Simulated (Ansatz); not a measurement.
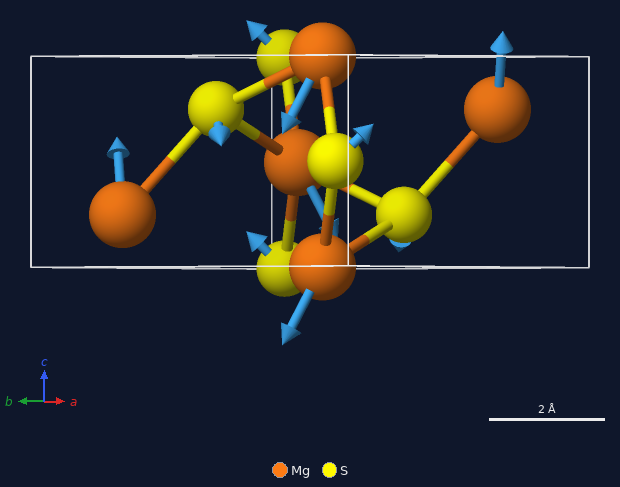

One vibrational mode of a crystal of MgS (a generated structure) at the zone centre. The blue arrows are the displacements of the atoms (eigenvector over the root of the mass), of arbitrary overall length and sign. A ball-and-stick model of the cell of the calculation, seen from a free direction.

These are results of DFT PBE, scalar-relativistic, plane waves, PAW in Ansatz 0.2.0, not measurements.

The input:
```yaml
crystal:
  lattice:
    - [6.968297697, 0.0, 0.0]
    - [0.0, 6.968297697, 0.0]
    - [0.0, 0.0, 3.6923380436]
  atoms:
    - { symbol: Mg, position: [0.6640005227, 0.6640005227, 0.5] }
    - { symbol: Mg, position: [0.1640005227, 0.8359994773, 0.25] }
    - { symbol: Mg, position: [0.3359994773, 0.3359994773, 0.0] }
    - { symbol: Mg, position: [0.8359994773, 0.1640005227, 0.75] }
    - { symbol: S, position: [0.8316090093, 0.8316090093, 0.0] }
    - { symbol: S, position: [0.3316090093, 0.6683909907, 0.75] }
    - { symbol: S, position: [0.1683909907, 0.1683909907, 0.5] }
    - { symbol: S, position: [0.6683909907, 0.3316090093, 0.25] }
basis:
  ecutwfc: 420
kpoints:
  mp_grid: { grid: [4, 4, 6] }
hamiltonian:
  xc: pbe
scf:
  occupations: { method: fixed }
output:
  eigenvalues: true
phonons:
  method: dfpt
  dielectric: true
  rigid_motions: translations
  eigenvectors: true
  qmesh: [1, 1, 2]
  temperatures: { t_max: 1000, t_step: 100 }
  qpath:
    path:
      - [[0.0, 0.0, 0.0], [0.0, 0.5, 0.0], [0.5, 0.5, 0.0], [0.0, 0.0, 0.0], [0.0, 0.0, 0.5], [0.0, 0.5, 0.5], [0.5, 0.5, 0.5], [0.0, 0.0, 0.5]]
      - [[0.0, 0.5, 0.0], [0.0, 0.5, 0.5]]
      - [[0.5, 0.5, 0.0], [0.5, 0.5, 0.5]]
    npoints: 8
```

Launched with:
```bash
ansatz run input.yaml --threads 1 --pin off --max-ram 2560MiB --backend cpu --events-out ev --progress --plain --runs-dir out
```

Frequencies are those without the non-analytic (LO–TO) term.

What mode is this, and where does it lie in the spectrum?

This is the B₁ mode at 34.1 meV, optical level 10 of 16, counted from below (1 lower level is imaginary, so the structure is unstable), Raman-active by symmetry. Atoms of one kind move against one another, with no net shift of any sublattice; the kinetic energy is shared as Mg 75 %, S 25 %.
